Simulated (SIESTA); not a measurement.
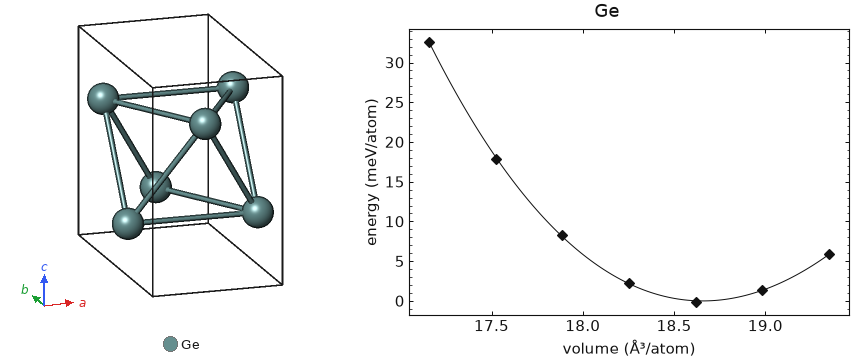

The plot gives the computed energy against volume for Ge, space group Cmcm (No. 63). The conventional cell is drawn beside the plot.

The given structure:
```
CELL_PARAMETERS angstrom
1.48805 -2.59469 0.00000
1.48805 2.59469 0.00000
0.00000 0.00000 4.72760
ATOMIC_POSITIONS crystal
Ge 0.33345 0.66655 0.25000
Ge 0.66655 0.33345 0.75000
```

How it was computed, with SIESTA 5.4.2: DFT in numerical atomic orbitals with pseudopotentials, no spin polarisation; energies at scaled volumes of the given cell, shape and fractions fixed, counted from the fit's minimum, third-order Birch-Murnaghan fit. Level: PBEsol.

k mesh 10×10×6; occupations Fermi–Dirac; smearing width 0.05 eV; potentials PseudoDojo 0.4 standard, converted to PSML, two zetas on semicore shells; program settings basis DZP, mesh cutoff 800 Ry.

This calculation gives: equilibrium volume 18.66 Å³/atom and bulk modulus 77.1 GPa.

Now the level changes from PBEsol to LDA. Predict the effect.

The equilibrium volume falls from 18.66 to 18.27 Å³/atom (−2.1 %) and the bulk modulus rises from 77.1 to 78.8 GPa (+2.2 %).

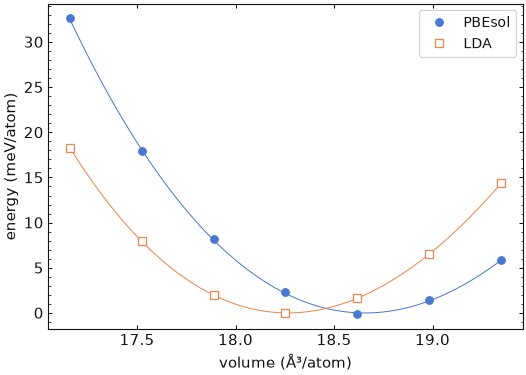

The two results together.

For both, limits of the calculation: mulliken charges of long orbitals; shape and atomic fractions are frozen while scaling, which makes layered, chain and framework solids too stiff.

V0 and the bulk modulus come from third-order Birch–Murnaghan fits.
